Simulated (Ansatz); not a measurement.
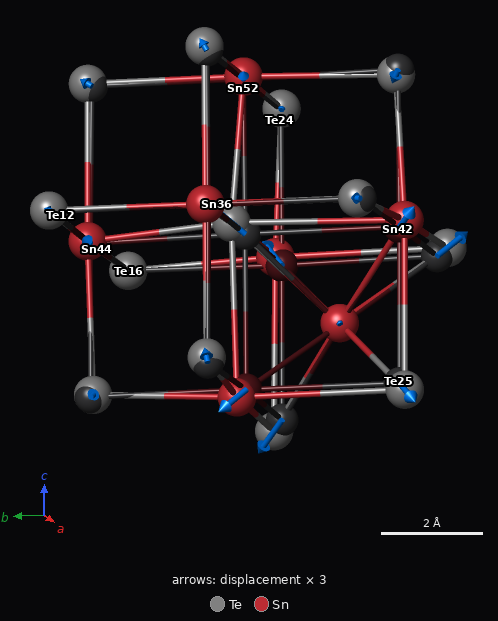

This is a relaxation of a defect cell of composition Te$_{32}$Sn$_{33}$. The starting structure is drawn faded, the final one solid; blue arrows show the displacements, magnified 3 times.

The picture is a ball-and-stick view of the atoms within 5.0 Å of the atom that moves most (axes of the cell of the calculation (origin shifted)), seen from a free direction.

The atoms of the start lie slightly off their symmetric places, so part of the fall in energy undoes that.

Computed with Ansatz 0.2.0, DFT, PBEsol, PAW, plane waves. Set-up: plane-wave cutoff 420 eV; k-point mesh 1 × 1 × 1; mesh shifted by (0.25, 0.25, 0.25); collinear spin; atoms relaxed in a fixed cell; force threshold 0.03 eV/Å; at most 80 steps.

**Describe the change and its energy.**

The energy falls by 2.846 eV per cell of the calculation in 13 geometry steps. The largest force component goes from 1.7 to 0.0076 eV/Å. A Te atom moves most: 0.36 Å along [−1 1 1]. By element the largest moves are Te 0.36 Å, Sn 0.34 Å. The cell stays as it was. Near-neighbour distances that change, for instance: Sn–Te 3.114 → 3.502 Å, Sn–Te 3.145 → 3.527 Å, Sn–Te 3.168 → 3.526 Å, Sn–Te 2.715 → 3.065 Å. Among the angles between lasting bonds that change: Sn–Te–Sn 90.2° → 98.4°, Sn–Te–Sn 89.8° → 95.4°, Sn–Te–Sn 126.3° → 121.0°.
